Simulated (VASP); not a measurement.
System: rocksalt MgSe, space group Fm-3m, 2 atoms in the primitive cell.

```xyz
2
Lattice="0.0000 2.7480 2.7480 2.7480 0.0000 2.7480 2.7480 2.7480 0.0000" Properties=species:S:1:pos:R:3 pbc="T T T"
Mg    0.0000    0.0000    0.0000
Se    2.7480    2.7480    2.7480
```

Computed with VASP: PBE, VASP PAW PBE potentials, release 64 (Mg, Se), no spin polarisation, no spin-orbit coupling, 8×8×8 k mesh, 230 eV cutoff.

Predict the main features of the band structure and density of states. The path is Γ–X–W–K–Γ–L–U–W–L–K|U–X.

The bands leave a gap. The gap along this path is 1.76 eV and indirect, from the valence-band top at Γ to the conduction-band bottom at X; the smallest direct gap is 2.43 eV, at Γ. Three bands meet at the valence-band top at Γ: it is triply degenerate (spin aside). The top valence band spans 2.5 eV and the lowest conduction band 3.5 eV. The direct gaps are 3.49 eV at X, 2.43 eV at Γ and 6.93 eV at W.

Spin-orbit coupling is left out, which matters for Se. LDA, GGA and most meta-GGA functionals understate gaps. The cell was built from a pattern and not relaxed, so its bond lengths can be off.

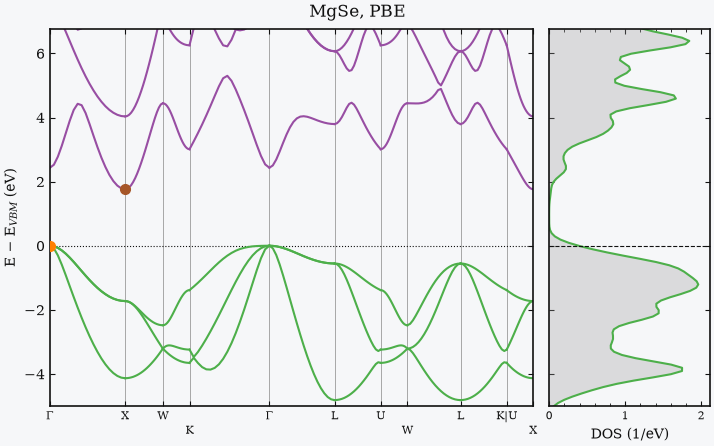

Band structure and density of states. Energies are counted from the top of the valence band. The DOS curve is built from the levels of the k mesh with Gaussians 0.55 eV wide, which also blur the band edges; ripples of that width can come from the mesh.
